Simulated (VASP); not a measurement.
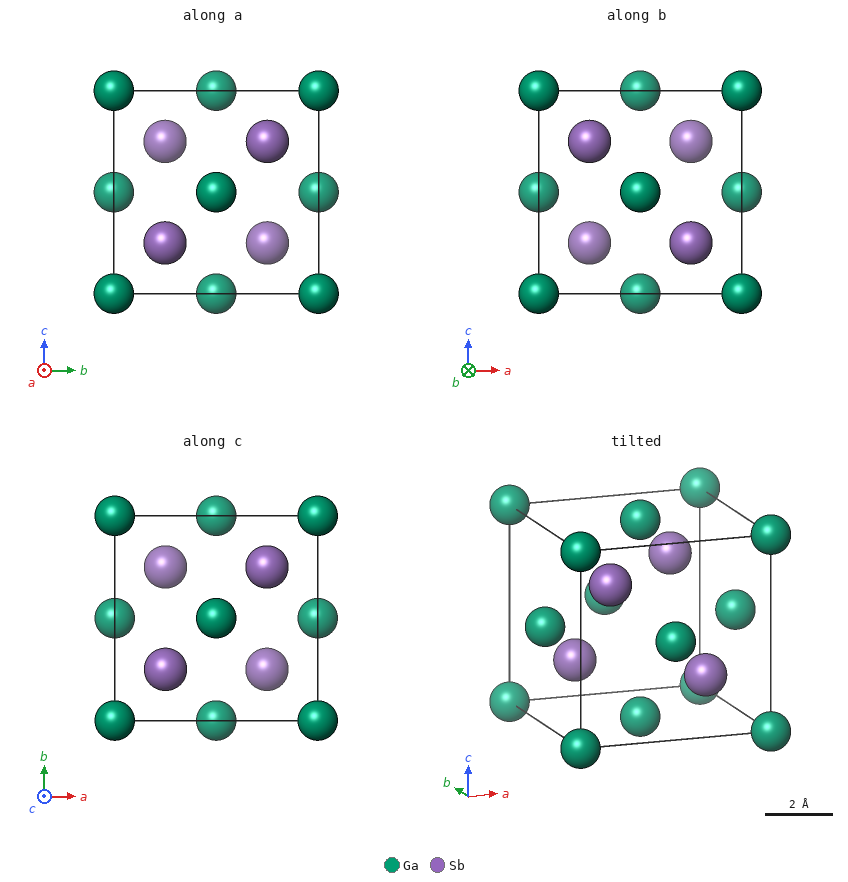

The image is a spheres-only drawing of a crystal, viewed along the a axis, along the b axis, along the c axis and slightly off an axis. The drawn cell (a repeat of the simulation cell) is drawn as a box.

Lattice parameters: a = 6.1017 Å, b = 6.1558 Å, c = 6.1017 Å, α = 90.000°, β = 90.000°, γ = 90.000°.

**Reconstruct the structure as a CIF in P1 with every atom of the cell.**

```cif
data_structure
_symmetry_space_group_name_H-M 'P 1'
_symmetry_Int_Tables_number 1
_cell_length_a 6.1017
_cell_length_b 6.1558
_cell_length_c 6.1017
_cell_angle_alpha 90.000
_cell_angle_beta 90.000
_cell_angle_gamma 90.000
_cell_volume 229.19
loop_
_atom_site_label
_atom_site_type_symbol
_atom_site_fract_x
_atom_site_fract_y
_atom_site_fract_z
_atom_site_occupancy
Ga1 Ga 0.0000 0.0000 0.0000 1
Sb1 Sb 0.7500 0.2500 0.2500 1
Ga2 Ga 0.5000 0.0000 0.5000 1
Sb2 Sb 0.2500 0.2500 0.7500 1
Ga3 Ga 0.5000 0.5000 0.0000 1
Sb3 Sb 0.2500 0.7500 0.2500 1
Ga4 Ga 0.0000 0.5000 0.5000 1
Sb4 Sb 0.7500 0.7500 0.7500 1
```

Origin of the cell: a structure type filled with these elements by a generator (whether the compound takes this form wasn't checked). The cell was then strained or its atoms displaced on purpose. It was run through VASP as a DFT input.
